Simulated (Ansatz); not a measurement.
Given this structure:

```
CELL_PARAMETERS angstrom
5.20392 0.00000 0.00000
0.00000 5.20785 0.00000
0.00000 0.00000 2.84687
ATOMIC_POSITIONS crystal
Ge 0.00098 0.00000 0.00049
Ge 0.00098 0.50000 0.24951
Ge 0.50098 0.00000 0.74951
Ge 0.50098 0.50000 0.50049
```

Q: Give a crystallographic description of this input.

A: The element is germanium. Within 0.01 Å the space group is I4_1/amd (No. 141), body-centred tetragonal: β-tin type. The cell holds four atoms. About every Ge there are six Ge at 2.70 to 2.85 Å. The bonds build a three-dimensional framework.

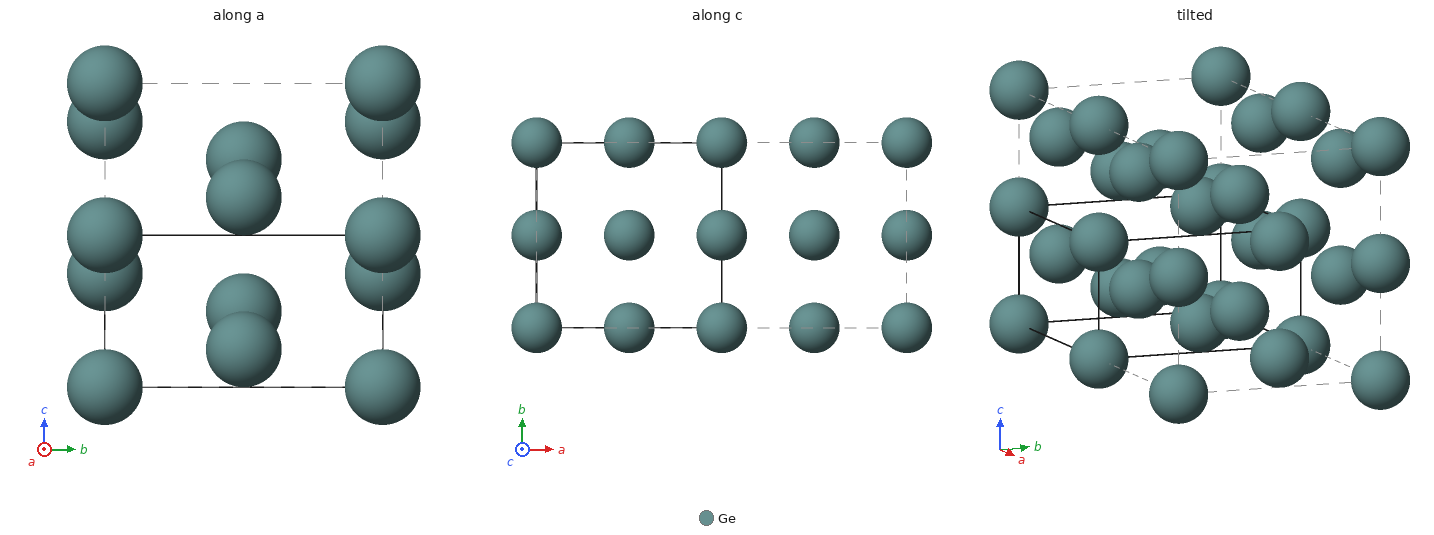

The crystal in a spheres-only representation, seen along the a axis, along the c axis and slightly off an axis. A block of 2×1×2 cells is shown, with one drawn cell (a repeat of the simulation cell) in solid outline. Colours: germanium teal.

It goes back to a structure listed in the Materials Project. The picture shows the end point of a geometry optimisation with Ansatz, DFT PBE, scalar-relativistic, plane waves, PAW.
